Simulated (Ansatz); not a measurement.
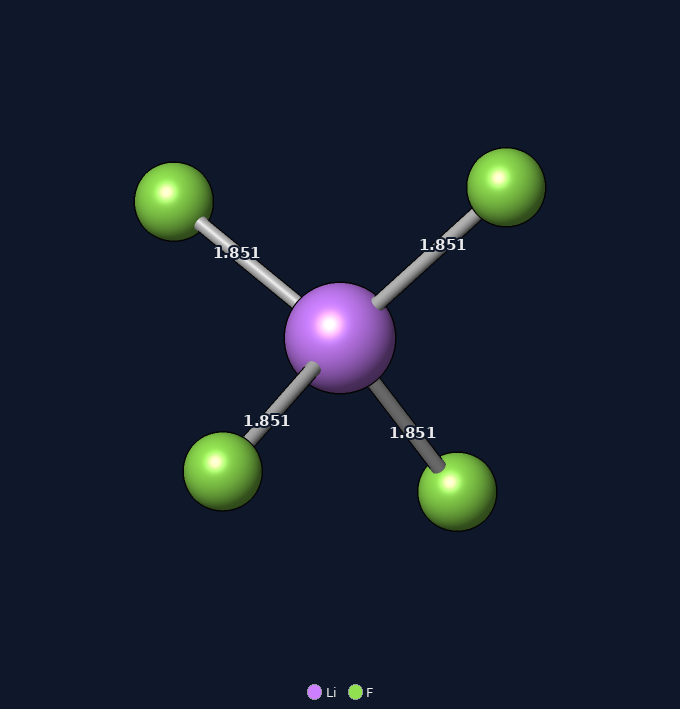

The surroundings of site Li1 (at 0.500, 0.500, 0.500) in LiF (F-43m, No. 216), with bond lengths in Å.

Source of the atomic positions: the geometry relaxed with DFT, r2SCAN+rVV10, plane waves, PAW in Ansatz.

```xyz
8
Lattice="4.2741 0.0000 0.0000 0.0000 4.2741 0.0000 0.0000 0.0000 4.2741" Properties=species:S:1:pos:R:3 pbc="T T T"
Li    2.1371    2.1371    2.1371
F     3.2056    3.2056    3.2056
Li    2.1371    0.0000    0.0000
F     3.2056    1.0685    1.0685
Li    0.0000    2.1371    0.0000
F     1.0685    3.2056    1.0685
Li    0.0000    0.0000    2.1371
F     1.0685    1.0685    3.2056
```

Bond valence s = exp((R0 − d)/b), R0 fitted to published crystal structures with b = 0.37 Å; R0 in Å: Li+–F 1.348.

### Calculate the bond-valence sum of Li1 from the bonds drawn.

4 × 0.257 = 1.03 v.u., against a formal valence of 1: a close match.

### And over the whole structure?

```
site              x, y, z  formal valence  bond-valence sum  difference
 Li1  0.500, 0.500, 0.500              +1              1.06        0.06
  F1  0.750, 0.750, 0.750              −1              1.06        0.06
```

These sums include all anions within 5 Å. The global instability index (root mean square of the differences over all atoms) is 0.06 v.u.: little strain.
